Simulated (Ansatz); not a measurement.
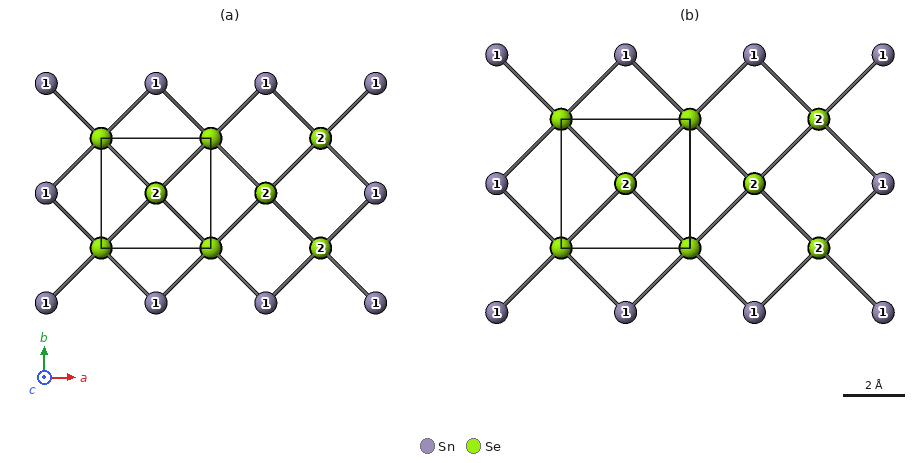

The structure of crystalline SnSe (a generated structure, set up in I4mm) (coarse preliminary run) before (left) and after (right) a relaxation, at one scale.

A ball-and-stick model of the conventional cell (2 times the calculation's cell), repeated 2 × 1 × 1 with one cell outlined, seen along the c axis. Lengths and directions refer to the drawn axes.

These are results of Ansatz 0.2.0, DFT PBE, scalar-relativistic, plane waves, PAW, not measurements.

The input:
```yaml
crystal:
  lattice:
    - [-1.82112079, 1.82112079, 3.13731068]
    - [1.82112079, -1.82112079, 3.13731068]
    - [1.82112079, 1.82112079, -3.13731068]
  atoms:
    - { symbol: Sn, position: [0.29190758, 0.29190758, 0.0] }
    - { symbol: Se, position: [0.70809242, 0.70809242, 0.0] }
basis:
  ecutwfc: 420
kpoints:
  mp_grid: { grid: [6, 6, 6] }
hamiltonian:
  xc: pbe
scf:
  occupations: { method: gaussian, width: 0.1 }
  lower_state_search: "off"
output:
  forces: true
  stress: true
  eigenvalues: true
relax:
  adjacent_minimum: "off"
  f_tol: 0.04
  max_steps: 70
  cell: { stress_tol: 0.4 }
```

Command:
```bash
ansatz run input.yaml --threads 1 --pin off --max-ram 2560MiB --backend cpu --events-out ev --progress --plain --runs-dir out
```

Q: Describe what moved and what it gained.

A: The energy falls by 864 meV per atom in 7 accepted moves (9 points after the start). The largest force component goes from 0.48 to 0.0011 eV/Å. Pressure: 35.76 GPa at the start and −0.01 GPa at the end. At 2 points the geometry stayed and the basis and grid were re-selected for the new cell (energy shift of 6.0 meV per atom at most each time). The largest moves relative to the cell, 0.21 Å, are those of Sn1 and Se2. Sn1 goes along −c. Largest moves by element: Sn 0.21 Å, Se 0.21 Å. The volume changes by +33.1 %, with a = b 3.642 → 4.275 Å (+17.4 %), c 6.275 → 6.061 Å (−3.4 %). Near-neighbour distances that change, for instance: Sn1–Se2 3.663 → 3.125 Å, Sn1–Se2 (another image) 2.629 → 3.024 Å, Sn1–Se2 (another image) 2.611 → 2.935 Å. Bond angles that change, for instance: Se2–Sn1–Se2 156.9° → 176.4°, Sn1–Se2–Sn1 156.9° → 176.4°, Se2–Sn1–Se2 101.5° → 91.8°. The space group stays I4mm (No. 107).
